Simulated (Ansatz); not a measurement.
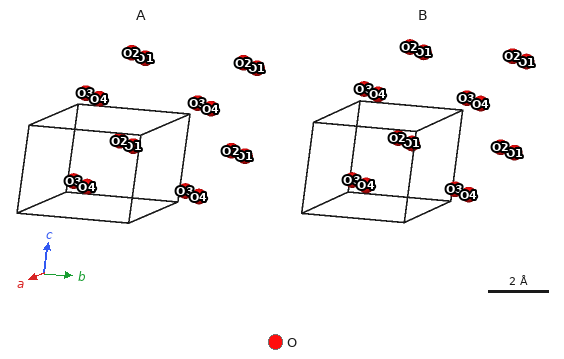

Two geometries of a crystal of O (built on the database_13 type) (coarse preliminary run), drawn at one scale. One is the start of a relaxation, the other its converged end. Style: ball-and-stick. Shown: the cell of the calculation, repeated 1 × 2 × 2 with one cell outlined, slightly off an axis.

Level of theory: Ansatz 0.2.0, DFT r2SCAN, scalar-relativistic, plane waves, PAW. Set-up: plane-wave cutoff 500 eV; k-point mesh 6 × 4 × 6; occupations gaussian; smearing width 0.1 eV; no spin polarisation; cell and atoms relaxed; force threshold 0.04 eV/Å; at most 70 steps.

Q: Which of the two is the end point?

A: Structure A is the relaxed one. Case: structure listed in a database for this formula (P2/c, No. 13). After 5 accepted moves (6 points after the start) the energy has fallen by 31.1 meV per atom. Largest force component: 1.9 eV/Å at the start, 0.012 eV/Å at the end. Pressure: −5.39 GPa at the start and 0.10 GPa at the end. At 1 point the geometry stayed and the basis and grid were re-selected for the new cell (energy shift of 1.5 meV per atom at most each time). The largest moves relative to the cell, 0.082 Å, are those of O1, O2, O3 and O4. O3 goes roughly along [−1 1 0]. The drawn cell changes as follows: a 3.892 → 4.116 Å (+5.7 %), b 3.789 → 4.126 Å (+8.9 %), c 3.117 → 3.017 Å (−3.2 %), β 108.6° → 108.9°; the volume changes by +11.3 %. Some distances before and after: O1–O2 1.232 → 1.204 Å. The space group stays P2/c (No. 13). The run took roughly 40 core-seconds on a shared host.
